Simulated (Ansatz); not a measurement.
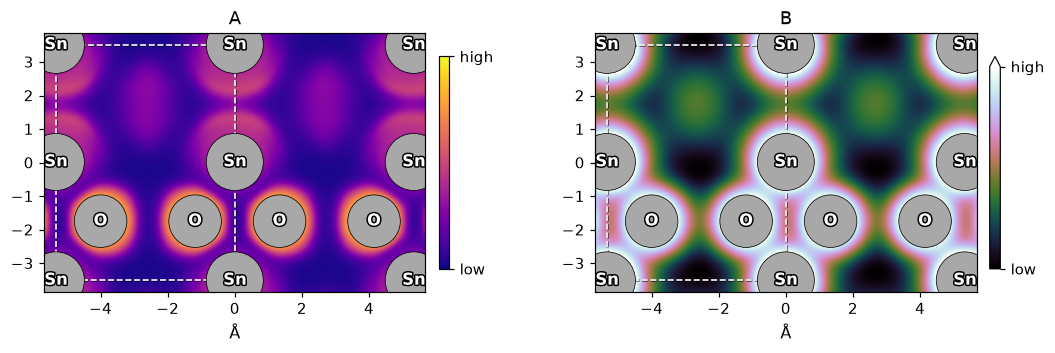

SnO: 2 fields on the (101) plane of the conventional cell, with unlabelled colour scales. Grey discs cover the atomic cores.

Space group C2; changed on purpose from its base cell (atom 3 (O) moved +0.150 A along Cartesian [1 1 0]); not relaxed (largest force 1.3 eV/Å).

Computed with DFT PBEsol+D3(BJ), scalar-relativistic, plane waves, PAW in Ansatz.

Which field does each panel show? The fields are: electron localisation function and valence pseudo-density.

Panel A: electron localisation function. Panel B: valence pseudo-density. From the grid: Sn–O (2.12 Å): ρ is about 0.58 e/Å³ halfway; the ELF peaks at about 0.85 in the valence shell of O, 0.6 Å from its nucleus, and is about 0.25 at the midpoint: no shared electron pair shows on this line. Sn–O (2.21 Å): ρ is about 0.49 e/Å³ halfway; the ELF peaks at about 0.85 in the valence shell of O, 0.6 Å from its nucleus, and is about 0.20 at the midpoint (no shared electron pair shows on this line).
